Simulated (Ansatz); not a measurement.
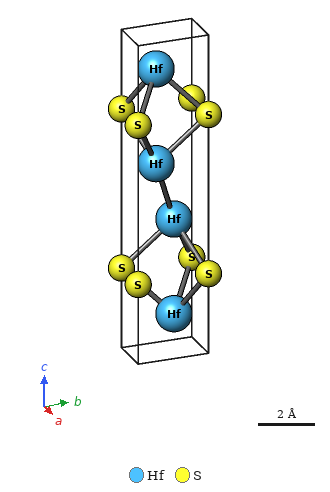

*The structure as given in the input (ball-and-stick view of the cell of the calculation, seen slightly off an axis). An atom can appear more than once, as a periodic image.*

# Phonon calculation, with input and output: Hf2S

System: Hf2S (P6₃/mmc, 6 atoms in the cell).
Method: DFT PBEsol, scalar-relativistic, plane waves, PAW, no spin polarisation (Ansatz 0.2.0).

The structure derives from a Materials Project entry. It belongs to a series of runs on one base structure; here: zone-centre phonons and field response.

Input:
```yaml
crystal:
  lattice:
    - [3.3401672231, 0.0, 0.0]
    - [-1.6700836116, 2.8926696681, 0.0]
    - [0.0, 0.0, 11.709147181]
  atoms:
    - { symbol: Hf, position: [0.6666666667, 0.3333333333, 0.8987137188] }
    - { symbol: Hf, position: [0.3333333333, 0.6666666667, 0.3987137188] }
    - { symbol: Hf, position: [0.6666666667, 0.3333333333, 0.6012862812] }
    - { symbol: Hf, position: [0.3333333333, 0.6666666667, 0.1012862812] }
    - { symbol: S, position: [0.0, 0.0, 0.75] }
    - { symbol: S, position: [0.0, 0.0, 0.25] }
basis:
  ecutwfc: 420
kpoints:
  mp_grid: { grid: [12, 12, 4] }
hamiltonian:
  xc: pbesol
scf:
  occupations: { method: fermi_dirac, width: 0.15 }
output:
  eigenvalues: true
phonons:
  method: dfpt
  eigenvectors: true
```

Launch command:
```bash
ansatz run input.yaml --threads 2 --pin off --max-ram 6144MiB --backend cpu --events-out ev --progress --plain --runs-dir out
```

Output:
```
band count auto-derived: 71 (N_el = 116.0; filled up to band 58; 70 by the electrons, moments and atoms)
Engine: ansatz 0.2.0, x86_64-unknown-linux-gnu
Pseudopotentials: kind: paw
Pseudopotential: Hf, paw, valence charge 26, recommended cutoff 420 eV (normal), Hf.paw.azcp
Pseudopotential: S, paw, valence charge 6, recommended cutoff 420 eV (normal), S.paw.azcp
Functional definition: PBEsol
  exchange = pbesol_x
  correlation = pbesol_c
Crystal: 6 atoms, lattice volume = 113.134 Å³
Basis set: ecut = 420 eV, 2259 PW (Γ), exchange–correlation on 48×48×160 points (8 copies of the dense FFT grid, shifted against one another)
Bands: 71, of which v1, the nominal top of the filled ones, is band 58 counted from 1 (57 counted from 0)
Symmetry: 24 space group operations
k-points: 164 of 576 (irreducible under 2 space group operations, time reversal used)
Non-local potential: Hf, projectors of the file, l = 0: 3, l = 1: 2, l = 2: 2, l = 3: 3
Non-local potential: S, projectors of the file, l = 0: 2, l = 1: 2, l = 2: 2
PAW form: soft (Blöchl's): semilocal exchange-correlation on the pseudo side does not see the compensation charge
PAW frozen core: Hf, regenerated for the run's functional, and the local potential with it (the file was generated under x = pbe(κ = 0.804, μ = 0.2195149727645171), c = pbe(β = 0.06672455060314922))
PAW frozen core: S, regenerated for the run's functional, and the local potential with it (the file was generated under x = pbe(κ = 0.804, μ = 0.2195149727645171), c = pbe(β = 0.06672455060314922))
PAW one-centre angular grid: Hf, 590 points (default); XC on 64 Gauss nodes
PAW one-centre angular grid: S, 110 points (default); XC on 64 Gauss nodes
Initial density: superposition of atomic densities (neutral atoms: chi_scale 0, normalization atom), corrected by the library's trained network
Initial wavefunctions: pseudopotential atomic-orbital guess
Functional: x = pbesol(κ = 0.804, μ = 0.12345679012345678), c = pbesol(β = 0.046)
SCF iter   1: F=—  HF=-64168.636772 eV  |F-HF|=—  |Δ(HF+E_count)|=         —  Δρ=4.80e-3  dr2=3.94e-2  ethr=1.77e-3  ⟨swp⟩=5.0  Hψ=37938  notcnv=0
preconditioner: auto → Kerker (q_TF=auto, 2.740 Å⁻¹)  [metal: Δε(μ)=0.009 eV  Ē_g=17.248 eV  σ=0.150 eV  W_gap=0.02  n_scr=52 (ndim 8)  ℏωp=36.3 eV  f_vac=0.000  D(μ)=2.59/eV (n_scr^D=6)]
SCF iter   2: F=—  HF=-64168.634509 eV  |F-HF|=—  |Δ(HF+E_count)|=   2.26e-3  Δρ=3.03e-3  dr2=1.80e-2  ethr=3.40e-5  ⟨swp⟩=1.9  Hψ=13863  notcnv=0
SCF iter   3: F=—  HF=-64168.631630 eV  |F-HF|=—  |Δ(HF+E_count)|=   2.88e-3  Δρ=6.41e-4  dr2=9.79e-4  ethr=1.55e-5  ⟨swp⟩=2.0  Hψ=17863  notcnv=0
SCF iter   4: F=—  HF=-64168.631316 eV  |F-HF|=—  |Δ(HF+E_count)|=   3.14e-4  Δρ=4.30e-4  dr2=3.65e-4  ethr=8.44e-7  ⟨swp⟩=2.0  Hψ=18204  notcnv=0
SCF iter   5: F=—  HF=-64168.631220 eV  |F-HF|=—  |Δ(HF+E_count)|=   9.55e-5  Δρ=1.62e-4  dr2=3.32e-5  ethr=3.15e-7  ⟨swp⟩=2.0  Hψ=18512  notcnv=0
SCF iter   6: F=—  HF=-64168.631226 eV  |F-HF|=—  |Δ(HF+E_count)|=   5.21e-6  Δρ=5.24e-5  dr2=5.29e-6  ethr=2.86e-8  ⟨swp⟩=2.1  Hψ=12897  notcnv=0
SCF iter   7: F=—  HF=-64168.631221 eV  |F-HF|=—  |Δ(HF+E_count)|=   5.04e-6  Δρ=1.08e-5  dr2=2.35e-7  ethr=4.56e-9  ⟨swp⟩=2.0  Hψ=18407  notcnv=0
SCF iter   8: F=—  HF=-64168.631221 eV  |F-HF|=—  |Δ(HF+E_count)|=   2.60e-8  Δρ=2.51e-6  dr2=1.32e-8  ethr=2.03e-10  ⟨swp⟩=2.0  Hψ=14434  notcnv=0
SCF iter   9: F=—  HF=-64168.631221 eV  |F-HF|=—  |Δ(HF+E_count)|=  8.73e-10  Δρ=9.19e-7  dr2=1.59e-9  ethr=1.14e-11  ⟨swp⟩=2.3  Hψ=18449  notcnv=0
SCF iter  10: F=—  HF=-64168.631221 eV  |F-HF|=—  |Δ(HF+E_count)|=  4.37e-10  Δρ=1.97e-7  dr2=6.73e-11  ethr=1.37e-12  ⟨swp⟩=2.5  Hψ=20835  notcnv=0
SCF iter  11: F=—  HF=-64168.631221 eV  |F-HF|=—  |Δ(HF+E_count)|=    0.00e0  Δρ=5.99e-8  dr2=3.83e-12  ethr=1.00e-12  ⟨swp⟩=7.5  Hψ=57880  notcnv=0
SCF iter  12: F=-64168.631221 eV  HF=-64168.631221 eV  |F-HF|=1.46e-11  |Δ(HF+E_count)|=  1.46e-11  Δρ=1.72e-8  dr2=5.15e-13  ethr=1.00e-12  ⟨swp⟩=5.1  Hψ=48807  notcnv=0
SCF 1 converged in 12 iterations: F = -64168.631221 eV  dr2 = 5.15e-13
  greatest PAW one-centre occupation: 0.998 electrons in one spin orbital (limit 2), on the Hf atom at site 2 (counted from 0), in its partial waves of l = 3
```

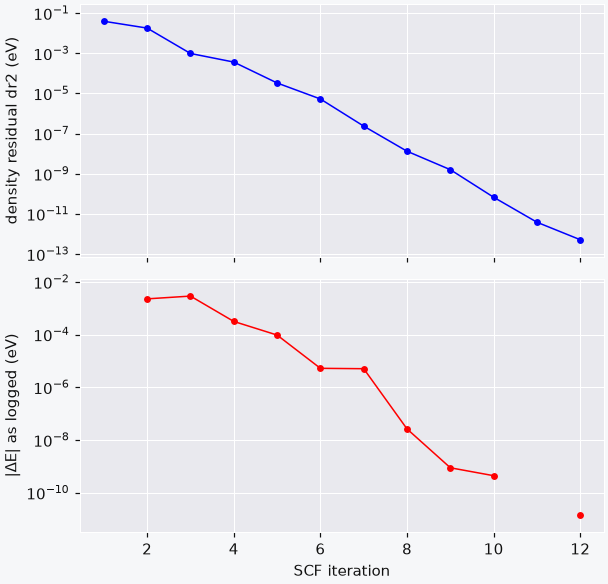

*Convergence of the self-consistent field: density residual dr2 and size of the energy change against the SCF iteration.*

The residual falls at every step.

```
DFPT response loops at Γ: preconditioner auto → Kerker (q_TF=auto, 2.740 Å⁻¹) (partly filled bands, converged f_vac=0.000); β = 1.00, the filter's whole step (`scf.mixing.beta` (0.50) is not read by the response loops under this deck's `scf.mixing.preconditioner`; to damp them name `kerker` or `kerker_dos`, under which they read `scf.mixing.beta`, and type it under 1.00, their step now; both keys bind the ground state too); Broyden in place of MSR1
SCF converged after 12 iterations
Free energy (F): -64168.631221 eV
Harris-Foulkes:  -64168.631221 eV  (|F-HF|=1.46e-11)
Internal energy: -64168.427955 eV  (E = F + TS)
E sigma→0 (E₀):  -64168.529588 eV
Entropy (-TS):   -0.203265 eV (-33.878 meV/atom)
Fermi energy:    18.681524 eV
--- Per-component energies (eV) ---
  E_band       = 118.847553
  E_kinetic    = 1916.306989
  E_local      = -22008.645318  (includes V_loc(G=0)·N_el)
  E_nonlocal   = -4898.451342
  E_hartree    = 10341.620440
  E_xc         = -1386.834987
  E_vxc        = -1243.766185  (∫ρ·V_xc dr)
  E_paw        = -28396.502804  (= ΣΔE_a)
  E_vpaw       = 5670.162571  (= ΣTr[D̂ρ^β])
  E_aug_tail   = -0.000002  (compensation charges beyond the density's cutoff)
  E_ewald      = -19741.049197
  E_core_change = 5.128265  (= ΣΔE_core)
  E_smearing   = -0.203265  (= −TS)
  E_closure    = 0.000000  (closes the sum)
  Σ components = -64168.631221   (vs F -64168.631221, Δ=0.00e0)
--- Band table (eV; the first three rows and the last of 164) ---
  k-point 0: bands = ["-43.3681", "-43.3647", "-43.3213", "-43.3179", "-12.4439", "-12.3130", "-11.9823", "-11.8769", "-11.8769", "-11.8666", "-11.8666", "-11.8387", "-11.7799", "-11.7799", "-11.7694", "-11.7694", "3.2495", "3.3783", "6.6560", "6.6600", "6.6600", "6.6695", "6.6720", "6.6720", "6.6731", "6.6731", "6.6783", "6.6783", "6.6820", "6.6821", "6.6952", "6.6998", "6.7021", "6.7062", "6.7062", "6.7068", "6.7068", "6.7074", "6.7132", "6.7132", "6.7209", "6.7209", "6.7464", "6.7465", "6.7499", "6.7500", "10.7642", "11.6941", "14.1591", "15.3125", "15.3125", "15.5037", "15.5037", "15.6219", "17.1904", "18.6136", "18.6572", "19.2151", "19.2151", "19.2952", "19.2952", "19.5884", "19.5884", "20.6293", "20.6293", "21.2654", "21.6945", "21.6945", "22.0063", "22.0063", "22.0281"]
  k-point 1: bands = ["-43.3677", "-43.3652", "-43.3208", "-43.3184", "-12.4289", "-12.3384", "-11.9550", "-11.8755", "-11.8755", "-11.8683", "-11.8683", "-11.8556", "-11.7782", "-11.7782", "-11.7708", "-11.7708", "3.2679", "3.3589", "6.6572", "6.6613", "6.6613", "6.6660", "6.6695", "6.6695", "6.6740", "6.6740", "6.6775", "6.6775", "6.6830", "6.6845", "6.6931", "6.6978", "6.7047", "6.7076", "6.7076", "6.7079", "6.7081", "6.7081", "6.7131", "6.7131", "6.7194", "6.7194", "6.7464", "6.7465", "6.7500", "6.7500", "10.8711", "11.5125", "14.4073", "15.3387", "15.3387", "15.4233", "15.4738", "15.4738", "17.2850", "18.0254", "19.1484", "19.1484", "19.2348", "19.2348", "19.3552", "19.8472", "19.8472", "20.6921", "20.6921", "20.8379", "21.3501", "21.3501", "21.8015", "21.8015", "22.4571"]
  k-point 2: bands = ["-43.3665", "-43.3665", "-43.3195", "-43.3195", "-12.3883", "-12.3883", "-11.9007", "-11.9007", "-11.8720", "-11.8720", "-11.8720", "-11.8720", "-11.7744", "-11.7744", "-11.7744", "-11.7744", "3.3129", "3.3129", "6.6607", "6.6607", "6.6650", "6.6650", "6.6650", "6.6650", "6.6757", "6.6757", "6.6757", "6.6757", "6.6850", "6.6850", "6.6939", "6.6939", "6.7074", "6.7074", "6.7090", "6.7090", "6.7090", "6.7090", "6.7155", "6.7155", "6.7155", "6.7155", "6.7464", "6.7464", "6.7500", "6.7500", "11.1586", "11.1586", "14.9361", "14.9361", "15.4044", "15.4044", "15.4044", "15.4044", "17.5672", "17.5672", "19.1472", "19.1472", "19.1472", "19.1472", "20.1202", "20.1202", "20.3579", "20.3579", "20.3579", "20.3579", "21.4102", "21.4102", "21.4102", "21.4102", "23.1297"]
  k-point 163: bands = ["-43.3306", "-43.3306", "-43.3147", "-43.3147", "-12.2880", "-12.2880", "-12.2357", "-12.2357", "-12.1321", "-12.1321", "-11.9584", "-11.9584", "-11.9333", "-11.9333", "-11.8679", "-11.8679", "4.4306", "4.4306", "6.6669", "6.6669", "6.6773", "6.6773", "6.6810", "6.6810", "6.6862", "6.6862", "6.6870", "6.6870", "6.6968", "6.6968", "6.6982", "6.6982", "6.7035", "6.7035", "6.7085", "6.7085", "6.7123", "6.7123", "6.7149", "6.7149", "6.7239", "6.7239", "6.7292", "6.7292", "6.7512", "6.7512", "11.9553", "11.9553", "12.9457", "12.9457", "13.2544", "13.2544", "16.7192", "16.7192", "17.4779", "17.4779", "17.7089", "17.7089", "19.0983", "19.0983", "20.1278", "20.1278", "21.3538", "21.3538", "22.2866", "22.2866", "23.1821", "23.1821", "24.0170", "24.0170", "24.2049"]
--- Phonons (Γ-DFPT): 4 representative perturbations + reference, on 164 of 576 k-points (Σ response iterations 17) ---
  k mesh reduced under 2 symmetry operations, with k and −k counted as one. Each operation leaves every solved perturbation unchanged. A smaller set is not used because it would not reduce the number of displacements times k-points to solve
  ASR residual: 4.353e-4 → 0.000e0 eV/Å²; symmetrization residual: 8.259e-6 eV/Å²
  ASR residual per site (eV/Å²): 4.35e-4 4.35e-4 4.35e-4 4.35e-4 7.29e-5 7.29e-5
  Γ frequencies (cm⁻¹): 0.00 0.00 0.00 73.51 73.51 82.45 82.45 109.79 109.79 115.51 132.49 150.50 265.24 265.24 271.84 271.84 321.86 322.45
  non-analytic LO–TO correction: not included (Born effective charges unavailable; polar crystals: no LO–TO splitting at Γ)
```

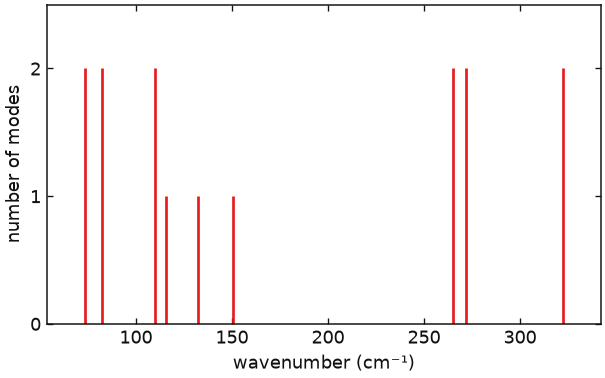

*Optical phonons at the zone centre (no LO–TO term); neighbouring modes closer than 3 cm⁻¹ are counted in one stick.*

15 modes from 74 to 322 cm⁻¹, none imaginary.

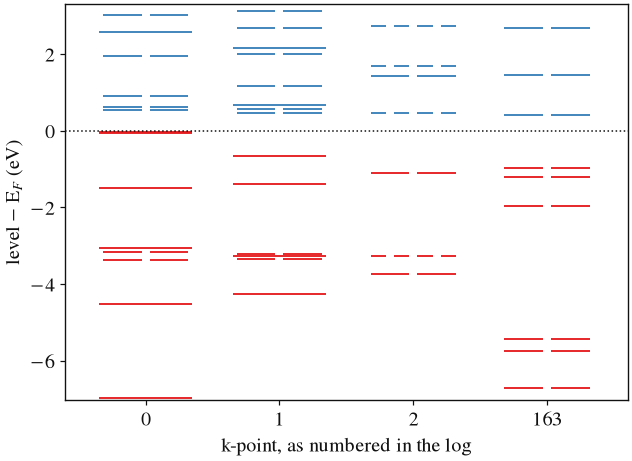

*Kohn–Sham levels near the Fermi level (dotted) at the few k-points that the log prints; levels within 0.02 eV of each other stand side by side.*

The system is metallic on the full mesh.

Key numbers:

```csv
quantity,value
outcome,converged
space group (tolerance 0.01 Å),P6₃/mmc (194)
electrons treated,116
free energy,−64168.6312 eV
Fermi energy,18.682 eV
gap on the k-point mesh,none (metallic)
hardware,"2 threads of Intel Xeon (Granite Rapids), 32 GiB of memory available, shared host"
wall time,3.5 min (CPU time 6.9 min)
peak memory,3.9 GiB
```

Notes:

Results for this metal are sensitive to the k-point mesh. Spin–orbit coupling is left out, which matters for Hf.
